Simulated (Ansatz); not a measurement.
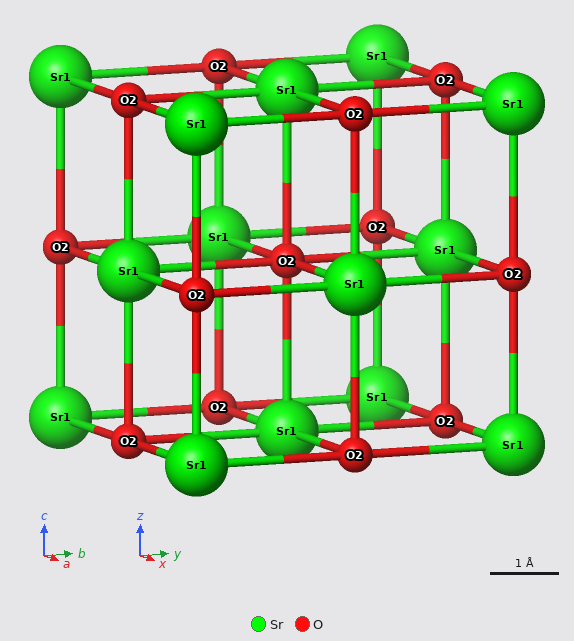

A scan of solid SrO (Fm-3m): the cell is strained equally along x and y and separately along z, with the atoms kept at their fractional coordinates. x, y and z are the Cartesian axes of the input. The picture shows the reference cell. Style: ball-and-stick. Shown: the conventional cell (4 times the calculation's cell), slightly off an axis. Lengths and directions refer to the drawn axes.

All numbers below come from Ansatz 0.2.0, DFT r2SCAN, scalar-relativistic, plane waves, PAW. (plane-wave cutoff 500 eV; k-point mesh 8 × 8 × 8; occupations gaussian; smearing width 0.05 eV; no spin polarisation). Energies (free energies at the smearing named) are counted from the cell as listed in its source, which wasn't relaxed.

Input file:
```yaml
crystal:
  lattice:
    - [0.0, 2.5698, 2.5698]
    - [2.5698, 0.0, 2.5698]
    - [2.5698, 2.5698, 0.0]
  atoms:
    - { symbol: Sr, position: [0.0, 0.0, 0.0] }
    - { symbol: O, position: [0.5, 0.5, 0.5] }
basis:
  ecutwfc: 500
kpoints:
  mp_grid: { grid: [8, 8, 8] }
hamiltonian:
  xc: r2scan
scf:
  occupations: { method: gaussian, width: 0.05 }
output:
  forces: true
  stress: true
  eigenvalues: true
```

Run as
```bash
ansatz run input.yaml --threads 1 --pin off --max-ram 2560MiB --backend cpu --events-out ev --progress --plain --runs-dir out
```

**Predict the energy profile on a grid with rows −0.080, −0.040, 0.000, 0.040, 0.080 and columns −0.080, −0.040, 0.000, 0.040, 0.080 (strain along x and y; strain along z).**

Rows: strain along x and y; columns: strain along z; values in meV/atom.

```
        −0.080  −0.040  0.000  0.040  0.080
−0.080     427     308    248    225    225
−0.040     199     100     58     51     66
 0.000     103      24      0      9     38
 0.040      93      33     26     51     94
 0.080     136      94    104    144    201
```

In pairs of (strain along x and y; strain along z): the lowest computed point lies at (0.000, 0.000) (0 meV/atom), the highest at (−0.080, −0.080) (427 meV/atom). The valley is tilted: raising the in-plane strain is made harder by raising the strain along z (cross term 0.30 of the geometric mean of the two curvatures). Over the ranges scanned the energy rises more along the first axis, the in-plane strain. The pressure runs from −12.6 GPa at (0.080, 0.080) to 44.0 GPa at (−0.080, −0.080).
